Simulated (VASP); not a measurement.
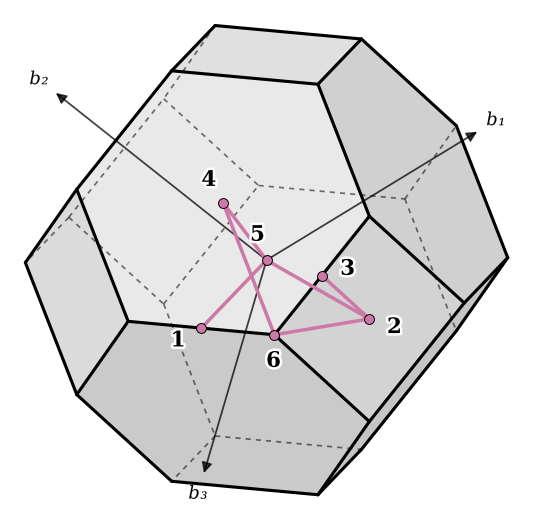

For GaSb, an entry of the Crystallography Open Database, as set up for an electronic-structure calculation: the first Brillouin zone of a face-centred cubic lattice (cF; extended symbol cF2) is drawn with its special points numbered. Geometry calculated from the standardised cell; symmetry tolerance 0.002 Å.

a = 6.118 Å, b = 6.118 Å, c = 6.118 Å, α = 90.00°, β = 90.00°, γ = 90.00°.

Labels and path follow the convention of Hinuma et al. (2017), as computed by seekpath; the arrows show the directions of the reciprocal primitive vectors b₁, b₂, b₃, in which coordinates are given.

Question: Give the label and coordinates of each numbered point.

Answer:
| no. | label | coordinates |
| --- | --- | --- |
| 1 | K | (3/8, 3/8, 3/4) |
| 2 | X | (1/2, 0, 1/2) |
| 3 | U | (5/8, 1/4, 5/8) |
| 4 | L | (1/2, 1/2, 1/2) |
| 5 | Γ | (0, 0, 0) |
| 6 | W | (1/2, 1/4, 3/4) |
